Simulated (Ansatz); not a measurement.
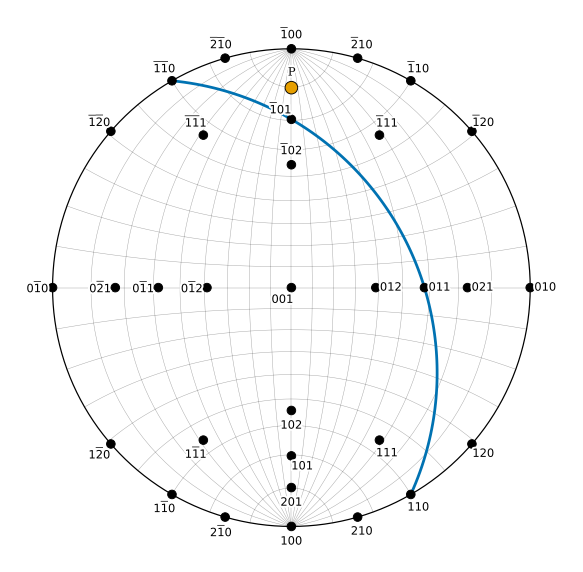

For BN, the geometry relaxed with DFT PBEsol, scalar-relativistic, plane waves, PAW in Ansatz: stereographic projection of plane normals (upper hemisphere) centred on (0 0 1). Geometry calculated from the standardised cell; symmetry tolerance 0.002 Å.

a = 2.504 Å, b = 4.338 Å, c = 7.009 Å, α = 90.00°, β = 90.00°, γ = 90.00°.

> Index the pole marked P.

P is (−2 0 1), 79.9° from the centre.

> Which zone does the coloured great circle trace?

The zone [1 −1 1]: its poles satisfy h − k + l = 0.

> What is the angle between the normals of (1 0 1) and (0 −1 2), and what are their d_hkl = 1/|g|?

74.8°; d = 2.358 Å and 2.726 Å.
